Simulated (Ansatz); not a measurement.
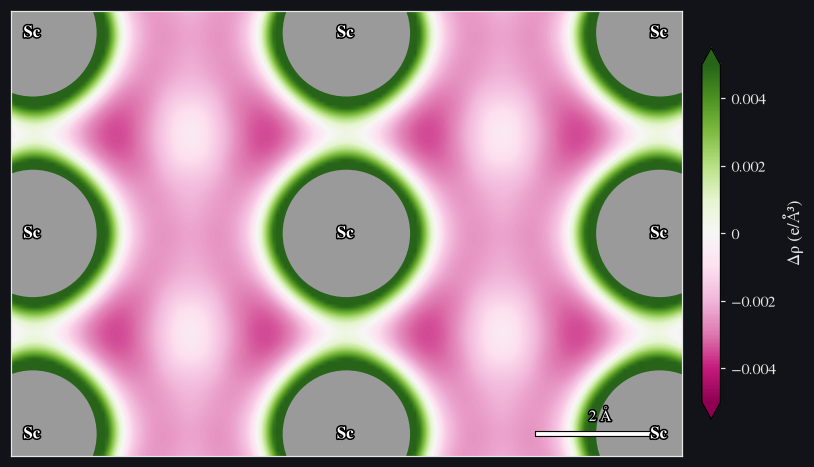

Sc: difference of two self-consistent densities at the same geometry, ρ(LDA) − ρ(PBE), on the (100) plane of the conventional cell. Grey discs cover the cores, where the PAW densities can't be compared. Cores are masked to 1.0 Å (Sc).

Space group C2/m. This isn't the usual form at ambient conditions. The cell comes from a database of computed structures, not from a measurement.

Both runs: Ansatz, scalar-relativistic, plane waves and PAW, same cutoff, k-points and PAW files (made with PBE).

```
CELL_PARAMETERS angstrom
8.80810 0.00000 0.00000
0.00000 5.00053 0.00000
-0.00348 0.00000 3.20072
ATOMIC_POSITIONS crystal
Sc 0.83323 0.50000 0.99511
Sc 0.33323 0.00000 0.99511
Sc 0.50000 0.50000 0.50000
Sc 0.00000 0.00000 0.50000
Sc 0.66677 0.00000 0.00489
Sc 0.16677 0.50000 0.00489
```

**How does the change of level move the electrons?**

Against PBE, and outside the masked cores, the largest gain lies at the edge of the masked core of Sc, and the largest loss, 0.005 e/Å³, lies 2.2 Å from a scandium nucleus.
At this volume the pressure is 2 GPa with PBE and −3 GPa with LDA.
